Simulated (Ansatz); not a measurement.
**Energy of Ni along a strain of the cell**

System: Ni (I4/mmm, 1 atom in the cell).
Method: DFT PBE, scalar-relativistic, plane waves, PAW, spin-polarised (Ansatz 0.2.0).

The 5 runs differ only in the geometry, by a strain of the cell at fixed fractional positions. Against run 3, the strain is εxx = −0.54 η, εyy = −0.54 η and εzz = η. The structure derives from an entry of the Crystallography Open Database.

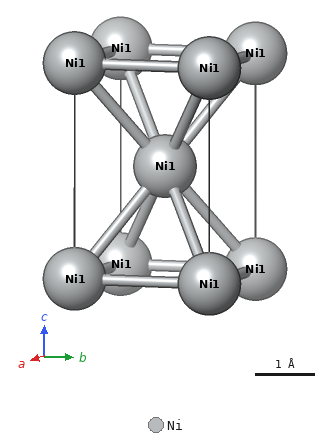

Figure 1. The structure of run 3 (ball-and-stick view of the cell 2 times as large as that of the calculation, set on its symmetry axes, seen slightly off an axis; atoms are numbered from 1 in the order of the input).

## Input of run 3
```yaml
crystal:
  lattice:
    - [0.0, 1.7150706492, 1.8469991607]
    - [1.7150706492, 0.0, 1.8469991607]
    - [1.7150706492, 1.7150706492, 0.0]
  atoms:
    - { symbol: Ni, position: [0.0, 0.0, 0.0], spin: 0.75 }
basis:
  ecutwfc: 520.0
kpoints:
  mp_grid: { grid: [22, 22, 22] }
hamiltonian:
  xc: pbe
scf:
  occupations: { method: gaussian, width: 0.15 }
output:
  forces: true
  stress: true
  eigenvalues: true
  populations: true
magnetization:
  spin_polarized: true
```

Command:
```bash
ansatz run input.yaml --threads 1 --pin off --max-ram 2048MiB --backend cpu --events-out ev --progress --plain --runs-dir out
```

Lattice vectors (Å) and fractional positions of run 3:
```
   0.000000    1.715071    1.846999
   1.715071    0.000000    1.846999
   1.715071    1.715071    0.000000
Ni  0.000000  0.000000  0.000000
```

Run 2 differs from it as follows:
```diff
-    - [0.0, 1.7150706492, 1.8469991607]
-    - [1.7150706492, 0.0, 1.8469991607]
-    - [1.7150706492, 1.7150706492, 0.0]
+    - [0.0, 1.8030229902, 1.6710944787]
+    - [1.8030229902, 0.0, 1.6710944787]
+    - [1.8030229902, 1.8030229902, 0.0]
```

## Results, with one run withheld

```csv
run,strain parameter η (%),"free energy per atom, from the lowest run given (meV)",pressure (GPa)
1,−19.0476,66.16,5.39
2,−9.5238,?,?
3,0.0000,0.00,0.98
4,4.7619,56.47,3.57
5,9.5238,156.39,8.10
```

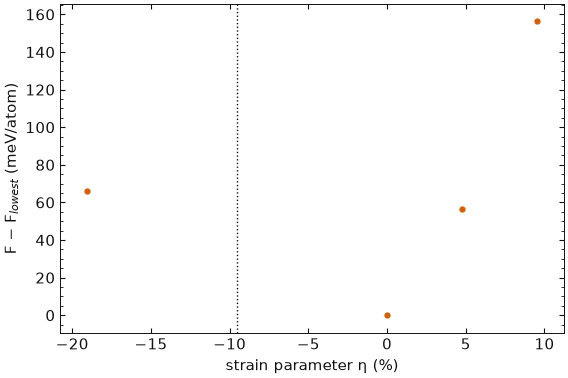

Figure 2. Free energy per atom of the runs given; the dotted line marks run 2.

Fit the runs given and predict run 2.

A quadratic polynomial in the coordinate, fitted to the 4 runs given, misses them by at most 3.79 meV per atom. With x = η + 1.1905, it reads F = −13.039 + 8.1247 x + 0.70385 x² (meV per atom). At run 2 it gives −31.87 meV per atom, and the run itself gives −3.47. The fit has its minimum at η = −6.9621 %. So low a polynomial doesn't follow these energies more closely.

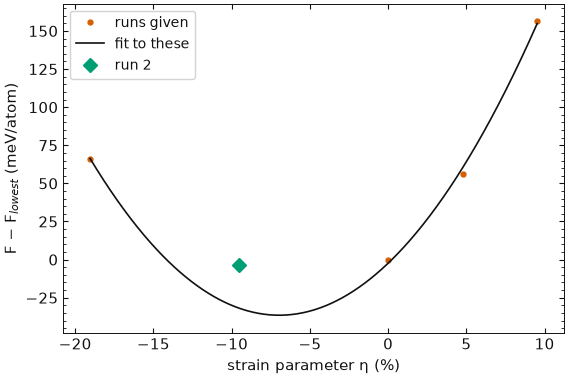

Figure 3. The fit and the withheld run.

## Output, shortened to warnings, some set-up lines, iterations and results (run 2)
```
Basis set: ecut = 520 eV, 307 PW (Γ), exchange–correlation on 40×40×40 points (8 copies of the dense FFT grid, shifted against one another)
Symmetry: 16 space group operations
k-points: 834 of 10648
Initial density: superposition of atomic densities (chi_scale 0.1, normalization cell)
[...]
SCF iter   1: F=—  HF=-5838.993267 eV  |F-HF|=—  |Δ(HF+E_count)|=         —  Δρ=8.62e-2 (↑1.71e-2 ↓8.62e-2)  dr2=6.78e-1  dr2_m=1.27e-1  M=0.827 μB ∫|m|=0.885 μB  β_m=0.30  …
SCF iter   2: F=—  HF=-5838.847722 eV  |F-HF|=—  |Δ(HF+E_count)|=   1.46e-1  Δρ=4.89e-2 (↑4.89e-2 ↓2.86e-2)  dr2=2.94e-1  dr2_m=1.46e-2  M=0.731 μB ∫|m|=0.793 μB  β_m=0.25  …
SCF iter   3: F=—  HF=-5839.052750 eV  |F-HF|=—  |Δ(HF+E_count)|=   2.05e-1  Δρ=2.30e-2 (↑2.30e-2 ↓1.02e-2)  dr2=2.76e-2  dr2_m=1.35e-2  M=0.736 μB ∫|m|=0.802 μB  β_m=0.59  …
SCF iter   4: F=—  HF=-5839.633419 eV  |F-HF|=—  |Δ(HF+E_count)|=   5.81e-1  Δρ=2.35e-2 (↑1.32e-2 ↓2.35e-2)  dr2=8.27e-2  dr2_m=3.74e-3  M=0.665 μB ∫|m|=0.746 μB  β_m=0.59  …
SCF iter   5: F=—  HF=-5839.715776 eV  |F-HF|=—  |Δ(HF+E_count)|=   8.24e-2  Δρ=7.84e-3 (↑2.64e-3 ↓7.84e-3)  dr2=6.38e-3  dr2_m=8.23e-4  M=0.642 μB ∫|m|=0.729 μB  β_m=0.79  …
SCF iter   6: F=—  HF=-5839.717889 eV  |F-HF|=—  |Δ(HF+E_count)|=   2.11e-3  Δρ=3.76e-3 (↑1.37e-3 ↓3.76e-3)  dr2=1.60e-3  dr2_m=1.73e-4  M=0.640 μB ∫|m|=0.728 μB  β_m=0.90  …
SCF iter   7: F=—  HF=-5839.718768 eV  |F-HF|=—  |Δ(HF+E_count)|=   8.79e-4  Δρ=3.19e-4 (↑8.14e-5 ↓3.19e-4)  dr2=9.26e-6  dr2_m=1.56e-6  M=0.636 μB ∫|m|=0.725 μB  β_m=0.84  …
SCF iter   8: F=—  HF=-5839.718769 eV  |F-HF|=—  |Δ(HF+E_count)|=   1.31e-6  Δρ=4.40e-5 (↑9.69e-6 ↓4.40e-5)  dr2=1.64e-7  dr2_m=4.01e-8  M=0.636 μB ∫|m|=0.725 μB  β_m=0.86  …
SCF iter   9: F=—  HF=-5839.718769 eV  |F-HF|=—  |Δ(HF+E_count)|=   5.09e-9  Δρ=4.78e-6 (↑1.62e-6 ↓4.78e-6)  dr2=3.83e-10  dr2_m=8.87e-10  M=0.636 μB ∫|m|=0.725 μB  β_m=0.93  …
SCF iter  10: F=-5839.718769 eV  HF=-5839.718769 eV  |F-HF|=2.79e-10  |Δ(HF+E_count)|=   1.36e-9  Δρ=1.96e-6 (↑7.85e-7 ↓1.96e-6)  dr2=4.83e-10  dr2_m=5.19e-11  M=0.636 μB …
SCF 1 converged in 10 iterations: F = -5839.718769 eV  dr2 = 4.83e-10
the search or the solves at the SCF's close seem to have found levels that the self-consistency loop had missed (the run counts 1). By its estimate they hold under 1e-12 electrons; where the run keeps them, the occupations were computed again with them
SCF converged after 10 iterations
Magnetization: 0.6364 μB (9.3182 up, 8.6818 down)
Absolute magnetization: 0.7256 μB (∫|ρ↑−ρ↓|, with the PAW one-centre terms)
Spin contamination: 0.0070 ħ² per cell (⟨S²⟩ above its minimum at these occupations)
Per-site moments (μB) at R_I (Å): [(0.6754222675965366, 1.014066349427614)]
Free energy (F): -5839.718769 eV
Harris-Foulkes:  -5839.718769 eV  (|F-HF|=2.79e-10)
Internal energy: -5839.699174 eV  (E = F + TS)
E sigma→0 (E₀):  -5839.708972 eV
Entropy (-TS):   -0.019595 eV (-19.595 meV/atom)
Fermi energy:    18.204119 eV
--- Per-component energies (eV) ---
  E_band       = -283.762688
  E_kinetic    = 282.116943
  E_local      = -3435.725747  (includes V_loc(G=0)·N_el)
  E_nonlocal   = 636.171046
  E_hartree    = 1434.504977
  E_xc         = -84.797176
  E_vxc        = -109.346315  (∫ρ·V_xc dr)
  E_paw        = -1630.109308  (= ΣΔE_a)
  E_vpaw       = -525.990464  (= ΣTr[D̂ρ^β])
  E_aug_tail   = 0.000220  (compensation charges beyond the density's cutoff)
  E_ewald      = -3041.860130
  E_smearing   = -0.019595  (= −TS)
  E_closure    = -0.000000  (closes the sum)
  Σ components = -5839.718769   (vs F -5839.718769, Δ=0.00e0)
--- Forces (eV/Å), atoms counted from 1 ---
  atom   1  Ni     0.00000000     0.00000000    -0.00000000
  max |Σ_I F_I| component: 8.63e-32 eV/Å
--- Stress (GPa, compression-positive) ---
       -1.506069       0.000000      -0.000000
        0.000000      -1.506069      -0.000000
       -0.000000      -0.000000       5.638700
  P = ⅓ Tr σ = 0.8755 GPa (8.755 kbar)
--- Löwdin populations: 1 site ---
  site symbol       q [e]    m [muB]
     0     Ni     17.7788     0.6663
  spilling = 0.012290 (of n_electrons = 18.000000)
```
